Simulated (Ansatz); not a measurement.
Consider AlCo3.

```yaml
crystal:
  lattice:
    - [3.57495, 0.00000, 0.00000]
    - [0.00000, 3.57495, 0.00000]
    - [0.00000, 0.00000, 3.57495]
  atoms:
    - { symbol: Co, position: [0.00000, 0.50000, 0.50000] }
    - { symbol: Co, position: [0.50000, 0.00000, 0.50000] }
    - { symbol: Co, position: [0.50000, 0.50000, 0.00000] }
    - { symbol: Al, position: [0.00000, 0.00000, 0.00000] }
```

Space group Pm-3m; a structure from a database of computed crystals, not necessarily the ambient phase; computed pressure about −10 GPa in this cell; spin-polarised.

Method: Ansatz, Kohn-Sham DFT of a periodic cell, PBEsol, Ansatz PAW.

**Predict the valence pseudo-density, electron localisation function and spin density between the atoms.**

Al–Co (2.53 Å): ρ at the midpoint is about 0.3 e/Å³; the ELF is about 0.40 at the midpoint.
The spin density sits on Co: +1.0 μB (×3) in one cell of 4 atoms, with smaller moments on other sites: Al (up to −0.05 μB): parallel main moments (a ferromagnetic arrangement) in this solution. The cell of the calculation (4 atoms) carries 3.0 μB of net spin moment.

**Does the calculation give a band gap?**

It is metallic or semimetallic at this level of theory: no gap opens.

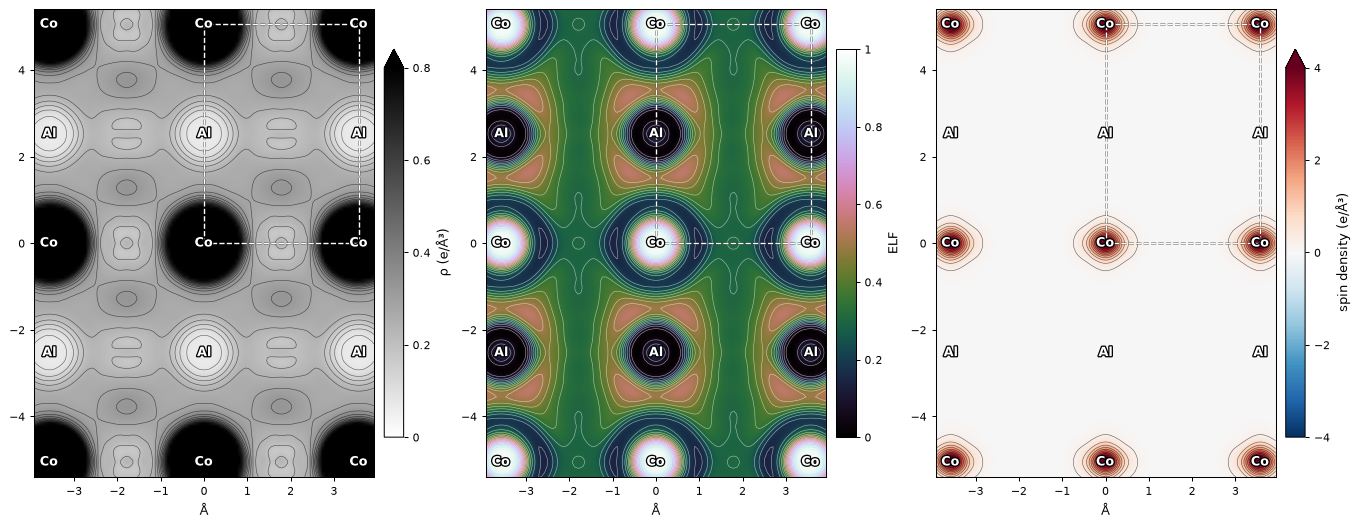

Computed valence pseudo-density, electron localisation function and spin density on the (110) plane of the conventional cell, in this order. 

In a PAW calculation such maps are meaningful between the atoms, not at the nuclei.
